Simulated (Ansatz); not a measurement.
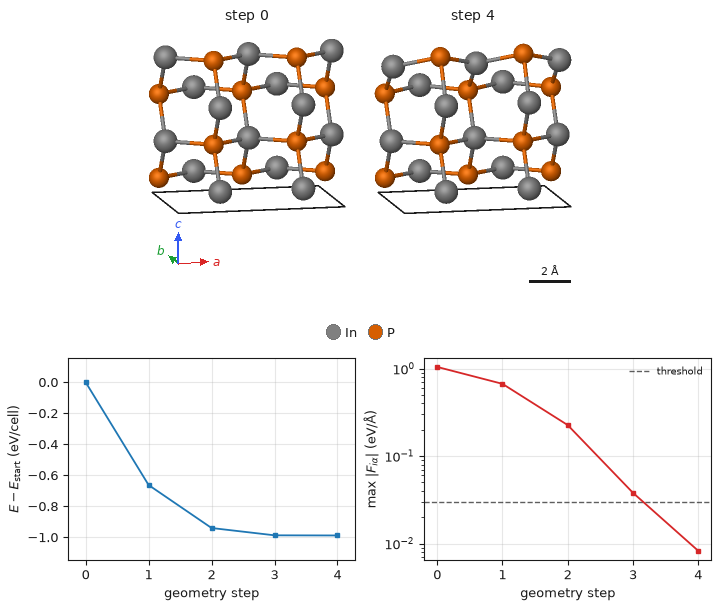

First and last geometry of a constrained relaxation of a slab of composition InP (cut from the F-43m phase), with the history of the run. The picture is a ball-and-stick view of the cell of the calculation, outlined in the plane, without the vacuum (origin shifted), seen slightly off an axis.

Case: clean slab, lower planes held. The slab is the (1 1 0) face of InP. 8 atoms are held fixed.

Method: DFT PBE, scalar-relativistic, plane waves, PAW (Ansatz 0.2.0). Settings: plane-wave cutoff 420 eV; k-point mesh 2 × 3 × 1; occupations gaussian; smearing width 0.05 eV; no spin polarisation; dipole correction; atoms relaxed in a fixed cell; force threshold 0.03 eV/Å; at most 70 steps.

What do the curves and the structures tell?

Answer. It converged. The largest moves, 0.55 Å, are those of In atoms. By element the largest moves are In 0.55 Å, P 0.26 Å. The cell stays as it was. Some distances before and after: In–P 2.581 → 2.657 Å, In–P 2.581 → 2.533 Å, In–P 2.581 → 2.610 Å, In–P 2.581 → 2.590 Å. Bond angles that change, for instance: In–P–In 109.5° → 92.7°, In–P–In 109.5° → 96.2°, P–In–P 109.5° → 122.4°. After 4 geometry steps the energy has fallen by 0.988 eV per cell of the calculation. Largest force component: 1 eV/Å at the start, 0.0083 eV/Å at the end. The run took 80 s on 4 threads of Arm Neoverse V2, on a shared host, peak memory 1.8 GiB.
